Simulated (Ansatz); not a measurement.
The structure in question:

```
CELL_PARAMETERS angstrom
5.05859 0.00000 0.00000
0.00000 5.05859 0.00000
0.00000 0.00000 5.05859
ATOMIC_POSITIONS crystal
Hf 0.00000 0.00000 0.00000
O 0.25000 0.75000 0.75000
O 0.25000 0.25000 0.75000
Hf 0.00000 0.50000 0.50000
O 0.25000 0.25000 0.25000
O 0.25000 0.75000 0.25000
Hf 0.50000 0.00000 0.50000
O 0.75000 0.75000 0.25000
O 0.75000 0.25000 0.25000
Hf 0.50000 0.50000 0.00000
O 0.75000 0.25000 0.75000
O 0.75000 0.75000 0.75000
```

Question: Say what kind of structure these coordinates give.

Answer: The structure is one of HfO$_{2}$. Space group Fm-3m (No. 225), lattice face-centred cubic. In terms of structure types, this is fluorite (CaF₂ type). The cell has 12 atoms, namely 4 Hf, 8 O. The polyhedra are HfO8 cubes; they share edges. Hf is coordinated by eight O in a cubic arrangement at 2.19 Å. The O atoms are each bonded to four Hf in a tetrahedral arrangement at 2.19 Å. Not all metal-metal contacts are counted. The bonds build a three-dimensional framework.

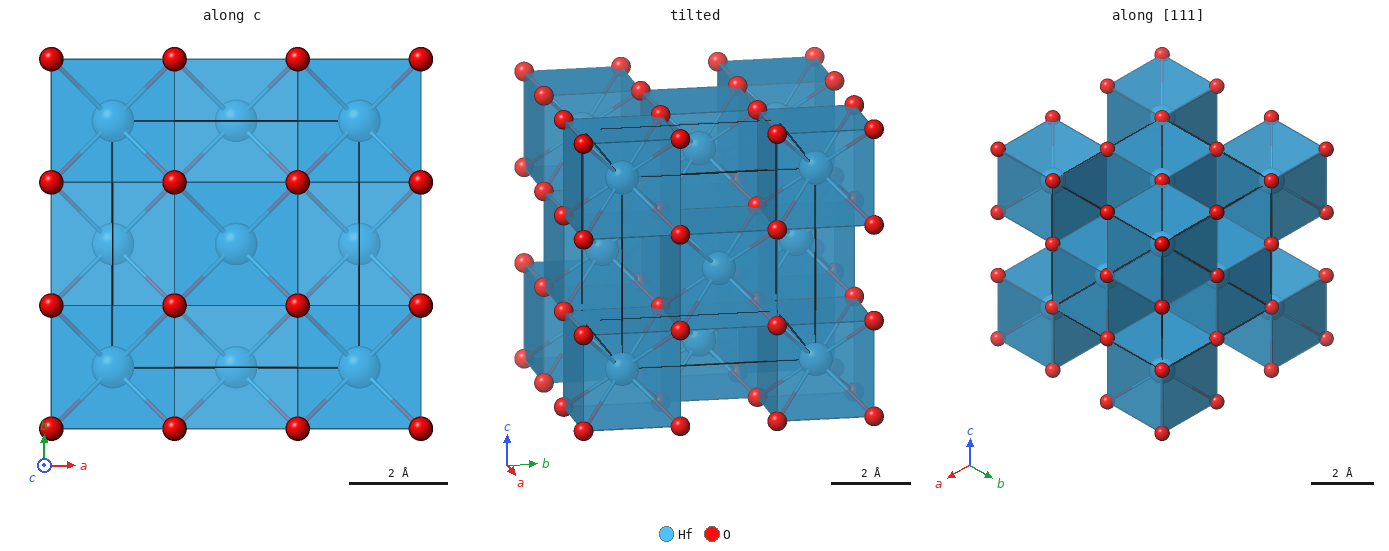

Polyhedral representation of a periodic structure, projected along the c axis, slightly off an axis and along [111]. The box is the conventional unit cell; atoms on or close to its faces, edges and corners are drawn wherever they repeat. A few atoms beyond the faces are included. Colours: hafnium blue, oxygen red.

Provenance: a structure listed in the Materials Project, with elements exchanged, so it need not be a known form of the compound. Atoms and cell were optimised with DFT r2SCAN, scalar-relativistic, plane waves, PAW (Ansatz 0.2.0).
